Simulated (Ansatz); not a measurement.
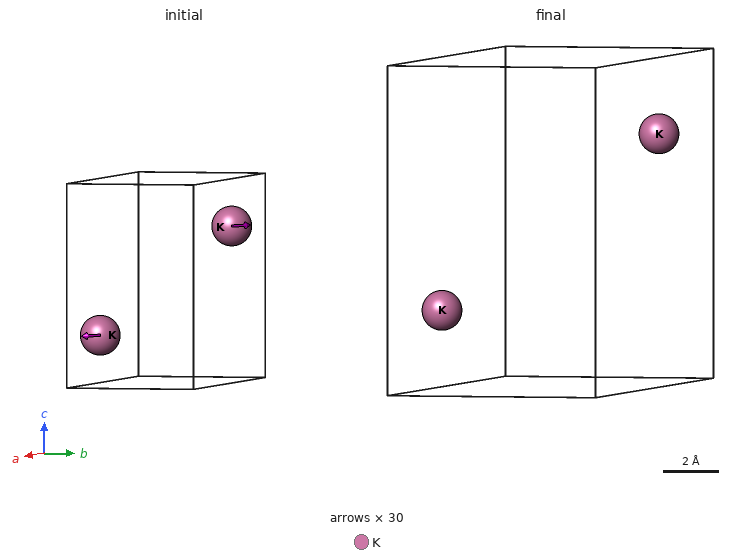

The structure of a crystal of K (set up in Cmcm) before (left) and after (right) a relaxation, at one scale. The purple arrows give the displacements (the part carried along by the change of the cell is left out), 30 times their true length.

The picture is a ball-and-stick view of the cell of the calculation, seen from a free direction.

Case: relaxed at -1 GPa.

All numbers below come from DFT PBEsol, scalar-relativistic, plane waves, PAW (Ansatz).

The input:
```yaml
crystal:
  lattice:
    - [2.35679448, -4.037463988, 0.0]
    - [2.35679448, 4.037463988, 0.0]
    - [0.0, 0.0, 7.5526481172]
  atoms:
    - { symbol: K, position: [0.8308971042, 0.1691028958, 0.25] }
    - { symbol: K, position: [0.1691028958, 0.8308971042, 0.75] }
basis:
  ecutwfc: 420
kpoints:
  mp_grid: { grid: [10, 10, 6] }
hamiltonian:
  xc: pbesol
scf:
  occupations: { method: gaussian, width: 0.1 }
output:
  forces: true
  stress: true
  eigenvalues: true
relax:
  adjacent_minimum: "off"
  f_tol: 0.008
  max_steps: 50
  cell: { stress_tol: 0.08, p_target: -1.0 }
```

> Summarise the run.

The run was cut off at its time limit before the relaxation converged, so the last structure is only a point on the way. The largest moves relative to the cell, 0.026 Å, are those of K1 and K2. K1 goes along [1 −1 0]. The drawn cell changes as follows: a = b 4.675 → 7.664 Å (+63.9 %), c 7.553 → 12.192 Å (+61.4 %), γ 119.5° → 119.6°; the volume changes by +333.2 %. The space group stays Cmcm (No. 63). After 15 accepted moves (17 points after the start) the energy has risen by 765 meV per atom. With the target pressure of -1 GPa, the enthalpy E + pV changes by −730 meV per atom. Pressure: −0.04 GPa at the start and −0.29 GPa at the end. At 2 points the geometry stayed and the basis and grid were re-selected for the new cell (energy shift of 181 meV per atom at most each time).
